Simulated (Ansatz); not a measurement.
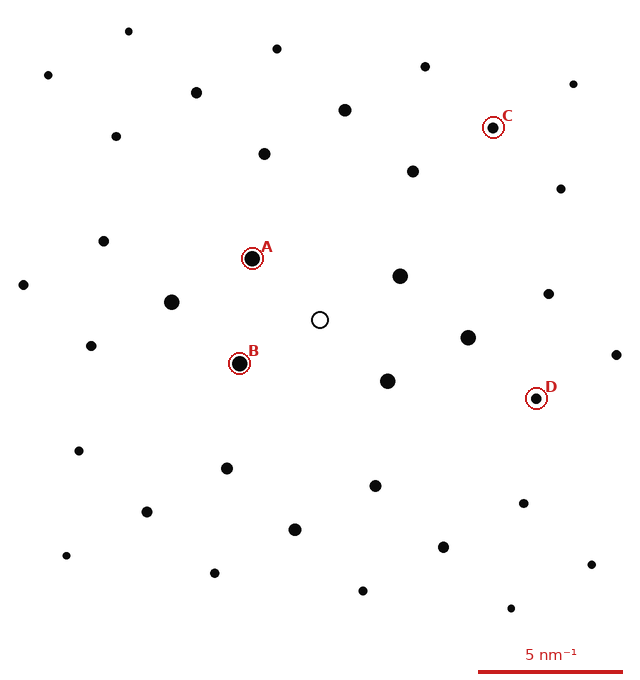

Simulated selected-area electron diffraction pattern (120 kV, kinematic approximation, thin crystal, B = 1 Å² for all atoms). The zone axis points towards the electron source and the pattern is seen from the source side.

Cu, space group Fd-3m (No. 227), a = 5.418 Å. Structure: the end point of a relaxation with DFT, revPBE, plane waves (420 eV) with PAW, scalar-relativistic (Ansatz); the starting structure was generated, so it need not be a known form of this composition.

```json
{"atom": "Cu", "site": "8b", "symmetry": "-43m", "x": "0.2500", "y": "0.2500", "z": "0.7500"}
```

Spot A is indexed -1 1 -1 and spot B -1 1 1.

> Index the other marked spots.

C = A − 3B = 2 -2 -4 (d = 1.106 Å). D = −2A − B = 3 -3 1 (d = 1.243 Å).

> Give [uvw].

The cross product of A and B is parallel to [110]; every spot obeys hu + kv + lw = 0.

> What are the spacings of A and B and the angle between them?

d(A) = 3.128 Å, d(B) = 3.128 Å, and the angle is 70.5°.
